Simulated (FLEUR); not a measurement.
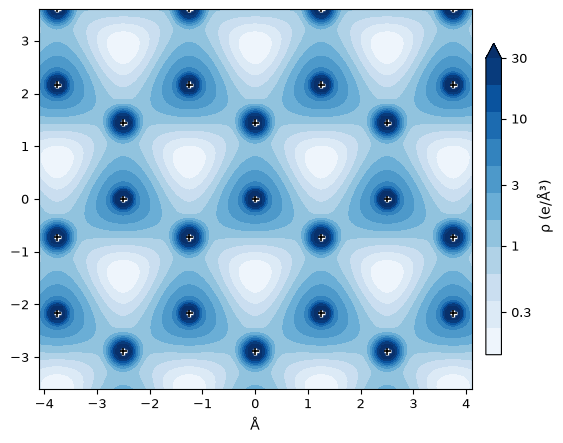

The total electron density on a plane through atoms (crosses mark nuclei in the plane).

Method: FLEUR, Kohn-Sham DFT of a periodic cell, PBE, all-electron.

Candidates:
A. Li₂O, a = 4.65 Å, b = 4.65 Å, c = 4.65 Å, α = 90.00°, β = 90.00°, γ = 90.00°. Space group Fm-3m; a structure from a database of computed crystals, not necessarily the ambient phase.
B. BN, a = 2.50 Å, b = 2.50 Å, c = 10.12 Å, α = 90.00°, β = 90.00°, γ = 120.00°. Space group R3m; a structure from a database of computed crystals, not necessarily the ambient phase.

Question: Which system is this?

Answer: Candidate B: BN on the (001) plane of the conventional cell, which holds N and B. B–N (1.44 Å): the density is about 1.8 e/Å³ at the midpoint.
